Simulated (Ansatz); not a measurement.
## Run report: Bi, geometry relaxation

Bi (2 atoms in the cell), computed with DFT, PBE, all-electron LAPW, scalar-relativistic, no spin polarisation (Ansatz 0.2.0).

It belongs to a series of runs on one base structure; here: diamond relaxed under pressure, LAPW.

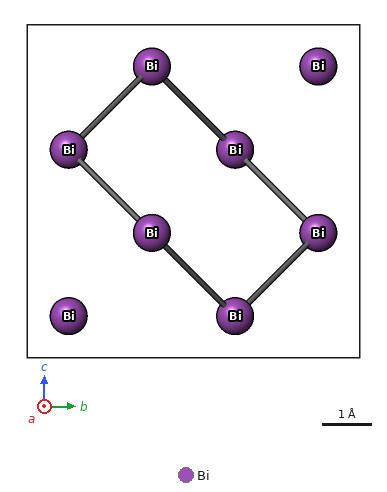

*The input geometry (ball-and-stick view of the cell 4 times as large as that of the calculation, set on its symmetry axes, along the a axis). An atom can appear more than once, as a periodic image.*

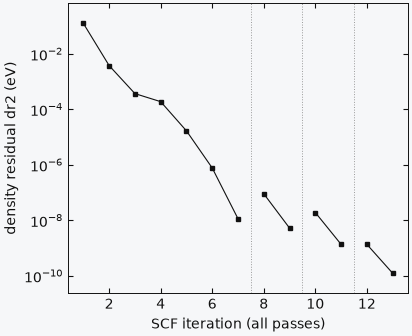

*Convergence of the self-consistent field: density residual dr2 against the SCF iteration. The dotted lines part the SCF passes of the relaxation: geometry steps, rejected trials and re-solves on a re-selected basis.*

The passes take 7, 2, 2 and 2 iterations.

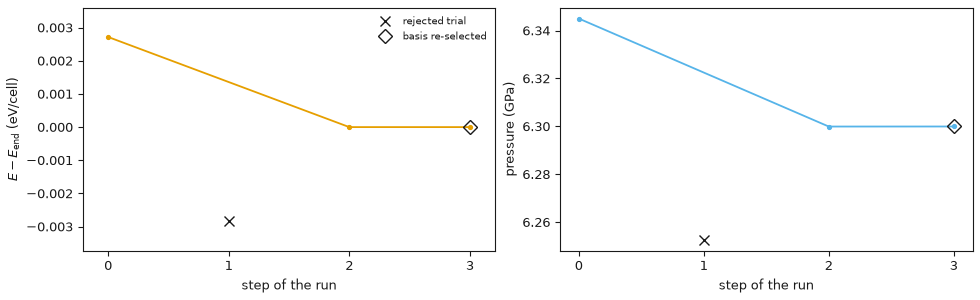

*Progress of the relaxation, step by step (the first geometry is step 0 here and step 1 in the log).*

The atoms keep their places relative to the cell (all moves are under 0.005 Å). Cell: a = b = c 6.918 → 6.920 Å (0.0 %). Volume +0.1 %. The space group stays Fd-3m (No. 227). After 2 geometry steps the energy has fallen by 2.7 meV per cell of the calculation. All forces vanish by symmetry, so only the cell relaxes. Pressure: 6.35 GPa at the start and 6.30 GPa at the end. The line search rejected the trial step at point 1 (counted from 0) and went back. A last SCF at the same geometry on a re-selected plane-wave basis shifts the energy by next to nothing (0.0 meV per cell of the calculation).

The input that produced these results follows, with the program's output.

### Input
```yaml
crystal:
  lattice:
    - [0.0, 3.4589943648, 3.4589943648]
    - [3.4589943648, 0.0, 3.4589943648]
    - [3.4589943648, 3.4589943648, 0.0]
  atoms:
    - { symbol: Bi, position: [-0.125, -0.125, -0.125] }
    - { symbol: Bi, position: [0.125, 0.125, 0.125] }
kpoints:
  mp_grid: { grid: [10, 10, 10] }
scf:
  occupations: { method: fermi_dirac, width: 0.08 }
hamiltonian:
  xc: pbe
  pseudopotentials: { kind: all_electron, lapw: { basis_error: 0.0005 } }
output:
  forces: true
  stress: true
  eigenvalues: true
relax:
  f_tol: 0.005
  max_steps: 12
  cell: { p_target: 6.3, stress_tol: 0.03 }
```

Launched with:
```bash
ansatz run input.yaml --threads 1 --pin off --max-ram 3584MiB --backend cpu --events-out ev --progress --plain --runs-dir out
```

### The program's output
```
The last accepted step is kept in [file] (removed where the run ends without a failure and the disk answers)
LAPW: plane waves up to 8.308 Å⁻¹, error target 5.0e-4 eV per atom; small_component_spin mean_spin; Bi in spheres of 1.453 Å, 37 of its electrons in bands, Dirac shells [] (how accurate: hamiltonian.pseudopotentials.lapw.basis_error, Limitations)
Engine: ansatz 0.2.0, aarch64-unknown-linux-gnu
Pseudopotentials: kind: all_electron
Pseudopotential: Bi, LAPW, valence charge 37, lapw/all_electron/scalar/gaussian/Bi, Koelling and Harmon's equation, gaussian nucleus
Functional definition: PBE
  parameter kappa = 0.804
  parameter beta = 0.06672455060314922
  exchange = pbe_x(kappa = kappa, mu = beta*pi^2/3)
  correlation = pbe_c(beta = beta)
Crystal: 2 atoms, lattice volume = 82.771 Å³
Basis set: ecut = 262.99498546925787 eV, 821 PW (Γ), exchange–correlation at level 2
Bands: 45, of which v1, the nominal top of the filled ones, is band 37 counted from 1 (36 counted from 0)
Symmetry: 48 space group operations
Space group: Fd-3m (ITA 227), of the structure as read, at distance tolerance 4.4e-5 Å
k-points: 47 of 1000
Non-local potential: Bi, projectors of the file, none
Initial density: superposition of atomic densities (chi_scale 0.1, normalization cell)
Initial wavefunctions: plane waves of lowest kinetic energy (no species holds an atomic orbital)
Functional: x = pbe(κ = 0.804, μ = 0.2195149727645171), c = pbe(β = 0.06672455060314922)
iter 1 solved again at ethr=1.69e-4 eV; its pass at ethr=1.00e-1 eV (dr2=1.25e-1 eV) is discarded
SCF iter   1: F=—  HF=-1171411.360431 eV  |F-HF|=—  |Δ(HF+E_count)|=         —  Δρ=1.04e-2  dr2=1.26e-1  ethr=1.69e-4  ⟨swp⟩=3.0  Hψ=13051  notcnv=0
preconditioner: auto → LDOS  [metal: Δε(μ)=0.063 eV  Ē_g=22.751 eV  σ=0.080 eV  W_gap=0.20  n_scr=26 (ndim 8)  ℏωp=22.4 eV  f_vac=0.316  D(μ)=1.18/eV (n_scr^D=8)  β→1.0]
iter 2 solved again at ethr=5.13e-6 eV; its pass at ethr=1.69e-4 eV (dr2=3.80e-3 eV) is discarded
SCF iter   2: F=—  HF=-1171411.338412 eV  |F-HF|=—  |Δ(HF+E_count)|=   2.20e-2  Δρ=1.74e-3  dr2=3.79e-3  ethr=5.13e-6  ⟨swp⟩=2.0  Hψ=10481  notcnv=0
SCF iter   3: F=—  HF=-1171411.338864 eV  |F-HF|=—  |Δ(HF+E_count)|=         —  Δρ=4.31e-4  dr2=3.71e-4  ethr=5.12e-6  ⟨swp⟩=3.0  Hψ=6220  notcnv=0
the basis was enlarged: its passes take 100.1 KiB over the memory plan, 1 of 1 planned eigensolver slots
SCF iter   4: F=—  HF=-1171411.336601 eV  |F-HF|=—  |Δ(HF+E_count)|=   2.26e-3  Δρ=3.19e-4  dr2=1.90e-4  ethr=5.02e-7  ⟨swp⟩=2.1  Hψ=6086  notcnv=0
SCF iter   5: F=—  HF=-1171411.336552 eV  |F-HF|=—  |Δ(HF+E_count)|=   4.89e-5  Δρ=9.22e-5  dr2=1.68e-5  ethr=2.56e-7  ⟨swp⟩=3.0  Hψ=6228  notcnv=0
SCF iter   6: F=—  HF=-1171411.336555 eV  |F-HF|=—  |Δ(HF+E_count)|=   2.58e-6  Δρ=2.76e-5  dr2=7.70e-7  ethr=2.27e-8  ⟨swp⟩=3.0  Hψ=6248  notcnv=0
SCF iter   7: F=-1171411.336556 eV  HF=-1171411.336556 eV  |F-HF|=5.05e-8  |Δ(HF+E_count)|=   1.80e-6  Δρ=3.92e-6  dr2=1.14e-8  ethr=1.04e-9  ⟨swp⟩=3.0  Hψ=6332  notcnv=0
SCF 1 converged in 7 iterations: F = -1171411.336556 eV  dr2 = 1.14e-8
relax step   1: F+E_penalty+E_count = -1171411.33655638 eV  Δ(F+E_penalty+E_count) = +0.000e0 eV  max|allowed force component| = 1.966e-17 eV/Å  Δτ_max = 0.0000 Å  P = +6.345 GPa  Ω = 82.771 Å³  (7 SCF iters, accepted)
Crystal: 2 atoms, lattice volume = 82.913 Å³
Basis set: ecut = 262.6961095484436 eV, 821 PW (Γ), exchange–correlation at level 2
Initial density: handed on by an earlier stage of this run
Initial wavefunctions: those handed on with the density
iter 1 solved again at ethr=9.23e-11 eV; its pass at ethr=1.00e-1 eV (dr2=6.83e-8 eV) is discarded
SCF iter   1: F=—  HF=-1171411.342111 eV  |F-HF|=—  |Δ(HF+E_count)|=         —  Δρ=1.23e-5  dr2=9.06e-8  ethr=9.23e-11  ⟨swp⟩=5.7  Hψ=11906  notcnv=0
preconditioner: auto → LDOS  [metal: Δε(μ)=0.048 eV  Ē_g=22.704 eV  σ=0.080 eV  W_gap=0.15  n_scr=26 (ndim 8)  ℏωp=22.3 eV  f_vac=0.338  D(μ)=1.20/eV (n_scr^D=8)  β→1.0]
iter 2 solved again at ethr=7.10e-12 eV; its pass at ethr=9.23e-11 eV (dr2=5.25e-9 eV) is discarded
SCF iter   2: F=-1171411.342111 eV  HF=-1171411.342111 eV  |F-HF|=2.79e-9  |Δ(HF+E_count)|=   9.41e-8  Δρ=2.05e-6  dr2=5.25e-9  ethr=7.10e-12  ⟨swp⟩=2.0  Hψ=10627  notcnv=0
SCF 2 converged in 2 iterations: F = -1171411.342111 eV  dr2 = 5.25e-9
relax step   2: F+E_penalty+E_count = -1171411.34211132 eV  Δ(F+E_penalty+E_count) = -5.555e-3 eV  max|allowed force component| = 3.701e-17 eV/Å  Δτ_max = 0.0000 Å  P = +6.253 GPa  Ω = 82.913 Å³  (2 SCF iters, rejected (line search))
Crystal: 2 atoms, lattice volume = 82.840 Å³
Basis set: ecut = 262.8492879457051 eV, 821 PW (Γ), exchange–correlation at level 2
iter 1 solved again at ethr=3.21e-11 eV; its pass at ethr=1.00e-1 eV (dr2=2.37e-8 eV) is discarded
SCF iter   1: F=—  HF=-1171411.339273 eV  |F-HF|=—  |Δ(HF+E_count)|=         —  Δρ=5.43e-6  dr2=1.91e-8  ethr=3.21e-11  ⟨swp⟩=5.7  Hψ=11786  notcnv=0
preconditioner: auto → LDOS  [metal: Δε(μ)=0.047 eV  Ē_g=22.707 eV  σ=0.080 eV  W_gap=0.14  n_scr=26 (ndim 8)  ℏωp=22.3 eV  f_vac=0.338  D(μ)=1.20/eV (n_scr^D=8)  β→1.0]
iter 2 solved again at ethr=1.83e-12 eV; its pass at ethr=2.59e-11 eV (dr2=1.36e-9 eV) is discarded
SCF iter   2: F=-1171411.339273 eV  HF=-1171411.339273 eV  |F-HF|=4.66e-10  |Δ(HF+E_count)|=   1.12e-8  Δρ=8.64e-7  dr2=1.36e-9  ethr=2.91e-12 (applied; sched 1.83e-12)  ⟨swp⟩=2.0  Hψ=10406  notcnv=0
SCF 3 converged in 2 iterations: F = -1171411.339273 eV  dr2 = 1.36e-9
relax step   3: F+E_penalty+E_count = -1171411.33927255 eV  Δ(F+E_penalty+E_count) = -2.716e-3 eV  max|allowed force component| = 6.476e-17 eV/Å  Δτ_max = 0.0000 Å  P = +6.300 GPa  Ω = 82.840 Å³  (2 SCF iters, accepted)
iter 1 solved again at ethr=1.84e-12 eV; its pass at ethr=1.00e-1 eV (dr2=1.36e-9 eV) is discarded
SCF iter   1: F=—  HF=-1171411.339273 eV  |F-HF|=—  |Δ(HF+E_count)|=         —  Δρ=8.45e-7  dr2=1.36e-9  ethr=3.47e-12 (applied; sched 1.84e-12)  ⟨swp⟩=3.7  Hψ=10139  notcnv=0
iter 2 solved again at ethr=1.00e-12 eV; its pass at ethr=1.84e-12 eV (dr2=1.24e-10 eV) is discarded
SCF iter   2: F=-1171411.339273 eV  HF=-1171411.339273 eV  |F-HF|=1.86e-9  |Δ(HF+E_count)|=  4.66e-10  Δρ=2.62e-7  dr2=1.24e-10  ethr=2.91e-12 (applied; sched 1.00e-12)  ⟨swp⟩=2.0  Hψ=10533  notcnv=0
SCF 4 converged in 2 iterations: F = -1171411.339273 eV  dr2 = 1.24e-10
relax step   4: F+E_penalty+E_count = -1171411.33927257 eV  Δ(F+E_penalty+E_count) = -2.375e-8 eV  max|allowed force component| = 5.320e-17 eV/Å  Δτ_max = 0.0000 Å  P = +6.300 GPa  Ω = 82.840 Å³  stress off target by 5.56e-5 GPa  SCF on the basis re-selected at this cell (its energy is not comparable with the rows above)  (2 SCF iters)
basis re-selected at this cell: Δ(F+E_penalty+E_count) = -2.375e-8 eV, ΔP = +0.000 GPa vs the last step (what re-selecting the basis moved, after the strain that the cell walked since its last selection, with what the two solves' SCF thresholds leave and, on support functions, any second-order correction that the steps lacked; it is no measure of the basis error at this ecutwfc). This SCF's stress stands 5.56e-5 GPa from its target on what of the cell is left free (relax.cell.stress_tol is 3.00e-2 GPa) and its largest allowed force component is 5.32e-17 eV/Å (relax.f_tol is 5.00e-3 eV/Å): within both
SCF converged after 2 iterations
Free energy (F): -1171411.339273 eV
Harris-Foulkes:  -1171411.339273 eV  (|F-HF|=1.86e-9)
Internal energy: -1171411.314290 eV  (E = F + TS)
E sigma→0 (E₀):  -1171411.326781 eV
Entropy (-TS):   -0.024983 eV (-12.491 meV/atom)
Fermi energy:    10.864765 eV
--- Per-component energies (eV) ---
  E_band       = -5568.418802
  E_kinetic    = 1356078.432862
  E_xc         = -21612.022435
  E_electrostatic = -2505877.724717  (all electrons and nuclei)
  E_smearing   = -0.024983  (= −TS)
  E_closure    = 0.000000  (closes the sum)
  E_atoms      = -1171404.213804  (free atoms, spherical and without spin; not in F)
  Σ components = -1171411.339273   (vs F -1171411.339273, Δ=0.00e0)
  Basis errors (estimates in eV, not in F): energy 2.0e-4 per atom: plane waves 1.9e-4 (1.1e-4 summed), levels above the bands 3.2e-43, relativity 2.2e-8, radial functions 1.3e-5, core shells 2.0e-7; eigenvalues (radial functions only) 2.0e-7; not estimated: angular momenta, meshes, grids; target (lapw.basis_error) 5.0e-4; muffin-tin radii Bi 1.453 Å
--- Forces (eV/Å), atoms counted from 1 ---
  atom   1  Bi    -0.00000000    -0.00000000    -0.00000000
  atom   2  Bi     0.00000000     0.00000000     0.00000000
  max |Σ_I F_I| component: 3.24e-17 eV/Å
--- Stress (GPa, compression-positive) ---
        6.299944       0.000000       0.000000
        0.000000       6.299944      -0.000000
        0.000000      -0.000000       6.299944
  P = ⅓ Tr σ = 6.2999 GPa (62.999 kbar)
--- Band table (eV; the first three rows and the last of 47) ---
  k-point 0: bands = ["-142.2653", "-142.2649", "-137.3782", "-137.3782", "-137.3782", "-137.3782", "-137.3782", "-137.3782", "-137.3781", "-137.3781", "-137.3781", "-137.3781", "-137.3781", "-137.3781", "-137.3780", "-137.3780", "-80.5258", "-80.5258", "-80.5258", "-80.5193", "-80.5193", "-80.5193", "-12.1001", "-12.1001", "-12.1001", "-12.0375", "-12.0375", "-11.7769", "-11.7769", "-11.7706", "-11.7706", "-11.7706", "-2.3286", "3.6618", "9.4537", "9.4537", "9.4537", "11.7718", "11.7718", "11.7718", "14.1770", "18.1067", "18.1067", "18.3006", "18.3006"]
  k-point 1: bands = ["-142.2653", "-142.2649", "-137.3782", "-137.3782", "-137.3782", "-137.3782", "-137.3782", "-137.3782", "-137.3781", "-137.3781", "-137.3781", "-137.3781", "-137.3781", "-137.3781", "-137.3780", "-137.3780", "-80.5258", "-80.5258", "-80.5257", "-80.5193", "-80.5192", "-80.5192", "-12.1057", "-12.1057", "-12.0979", "-12.0296", "-12.0296", "-11.7926", "-11.7926", "-11.7738", "-11.7564", "-11.7564", "-2.2550", "3.4431", "9.3180", "9.3180", "9.3242", "11.9112", "11.9551", "11.9551", "14.6621", "17.4676", "17.4676", "17.9707", "19.2198"]
  k-point 2: bands = ["-142.2653", "-142.2649", "-137.3782", "-137.3782", "-137.3782", "-137.3782", "-137.3782", "-137.3782", "-137.3781", "-137.3781", "-137.3781", "-137.3781", "-137.3781", "-137.3781", "-137.3780", "-137.3780", "-80.5259", "-80.5259", "-80.5255", "-80.5195", "-80.5191", "-80.5191", "-12.1161", "-12.1161", "-12.0920", "-12.0136", "-12.0136", "-11.8099", "-11.8099", "-11.7823", "-11.7429", "-11.7429", "-2.0425", "2.8835", "8.9854", "9.0327", "9.0327", "12.3442", "12.3442", "12.5064", "15.5974", "17.1060", "17.1060", "17.6974", "20.4494"]
  k-point 46: bands = ["-142.2651", "-142.2651", "-137.3782", "-137.3782", "-137.3782", "-137.3782", "-137.3782", "-137.3782", "-137.3781", "-137.3781", "-137.3781", "-137.3781", "-137.3781", "-137.3781", "-137.3780", "-137.3780", "-80.5265", "-80.5265", "-80.5225", "-80.5225", "-80.5185", "-80.5185", "-12.1570", "-12.1570", "-11.9784", "-11.9784", "-11.9107", "-11.9107", "-11.8744", "-11.8744", "-11.6968", "-11.6968", "-0.0350", "-0.0350", "7.1984", "7.1984", "11.5588", "11.5588", "14.1231", "14.1231", "17.6926", "17.6926", "19.4089", "19.4089", "21.8963"]
--- Relaxed structure (3 steps of the walk, 2 accepted, 1 SCFs on fresh bases) ---
  F+E_penalty+E_count = -1171411.33927257 eV   max|allowed force component| = 5.320e-17 eV/Å   (the final SCF, on the basis selected at the relaxed cell)
  cell:  # Å, volume = 82.8401 Å³
    - [6.114446439474709e-34, 3.4599528933524804, 3.4599528933524804]
    - [3.4599528933524804, 0.0, 3.4599528933524804]
    - [3.4599528933524804, 3.4599528933524804, 6.114446439474709e-34]
  atoms:
    - { symbol: Bi, position: [-0.125, -0.125, -0.125] }
    - { symbol: Bi, position: [0.125, 0.125, 0.125] }
```

### Trajectory as extended XYZ (Å, eV, eV/Å), 4 frames, from step=1 to step=4
```
2
Lattice="0.0000 3.4590 3.4590 3.4590 0.0000 3.4590 3.4590 3.4590 0.0000" Properties=species:S:1:pos:R:3:forces:R:3 step=1 energy=-1171411.33656 pressure_GPa=6.35
Bi   -0.8647   -0.8647   -0.8647    0.0000   0.0000   0.0000
Bi    0.8647    0.8647    0.8647    0.0000   0.0000   0.0000
2
Lattice="0.0000 3.4610 3.4610 3.4610 0.0000 3.4610 3.4610 3.4610 0.0000" Properties=species:S:1:pos:R:3:forces:R:3 step=2 energy=-1171411.34211 pressure_GPa=6.25 accepted=F
Bi   -0.8652   -0.8652   -0.8652    0.0000   0.0000   0.0000
Bi    0.8652    0.8652    0.8652    0.0000   0.0000   0.0000
2
Lattice="0.0000 3.4600 3.4600 3.4600 0.0000 3.4600 3.4600 3.4600 0.0000" Properties=species:S:1:pos:R:3:forces:R:3 step=3 energy=-1171411.33927 pressure_GPa=6.30
Bi   -0.8650   -0.8650   -0.8650    0.0000   0.0000   0.0000
Bi    0.8650    0.8650    0.8650    0.0000   0.0000   0.0000
2
Lattice="0.0000 3.4600 3.4600 3.4600 0.0000 3.4600 3.4600 3.4600 0.0000" Properties=species:S:1:pos:R:3:forces:R:3 step=4 energy=-1171411.33927 pressure_GPa=6.30
Bi   -0.8650   -0.8650   -0.8650    0.0000   0.0000   0.0000
Bi    0.8650    0.8650    0.8650    0.0000   0.0000   0.0000
```

### Summary

| quantity | value |
| --- | --- |
| outcome | converged |
| space group (tolerance 0.01 Å) | Fd-3m (227) |
| electrons in bands (core shells apart) | 74 |
| free energy | −1171411.3393 eV |
| Fermi energy | 10.865 eV |
| pressure | 6.30 GPa |
| final volume | 82.84 Å³ |
| largest force (length of the vector) at the end | under 0.001 eV/Å |
| final cell | a = 4.893 Å, b = 4.893 Å, c = 4.893 Å, α = 60.00°, β = 60.00°, γ = 60.00° |
| hardware | 1 thread of Arm Neoverse V1, 24 GiB of memory available, shared host |
| wall time | 81 s |
| peak memory | 0.48 GiB |

Spin–orbit coupling is left out, which matters for Bi. The cell was relaxed to the target pressure of the input; what is minimised is then the enthalpy E + pV.
